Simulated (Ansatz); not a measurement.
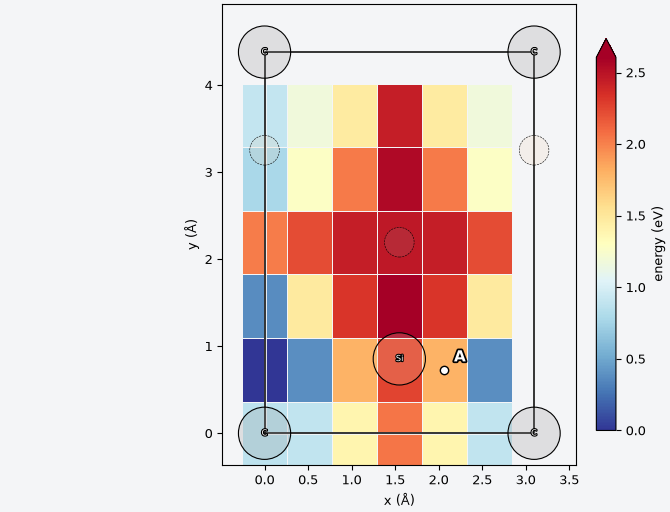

C on a SiC(110) slab cut from the F-43m phase, its upper half relaxed before the scan (8 atoms of substrate and one adsorbate in a 1 × 1 cell). 
- C is moved over the surface cell; relaxed at each place: the height of the adsorbate's atoms; substrate rigid; the origin of the map has the adsorbate above C8.
- Places are given modulo a cell vector. The map is drawn in real space over the plane of the surface.
- Grid: 6 × 6 points; 24 points were computed and 12 follow by symmetry.
- All energies are given in eV relative to the lowest grid point.
- Energies and slopes of some neighbouring points disagree (a jump in structure or state, or too coarse a mesh). The relaxed height changes by up to 0.8 Å between neighbouring points. The magnetic moment jumps between some neighbouring points. With one adsorbate in each 1 × 1 cell, its nearest image is 3.1 Å away, so neighbouring adsorbates interact.
- Level of theory: DFT PBE, scalar-relativistic, plane waves, PAW (Ansatz 0.2.0). Settings: cutoff 420 eV, k-mesh 9×6×1, gaussian smearing 0.05 eV, spin-polarised.

Drawn: one coloured cell a grid point, labelled circles for the atoms of the top layer and small ones for the second layer, the outline of one cell of the plane, one colour for all values above the top of the scale, the point A.

**Which way does the force act at A, and how strong is it?**

A, at (4/6, 1/6) of the cell vectors, is not a stationary point. The computed force is 2.1 eV/Å in the plane, pointing right in the picture (components 1.9 and −0.7 eV/Å).

PAW datasets: the set soft_1.
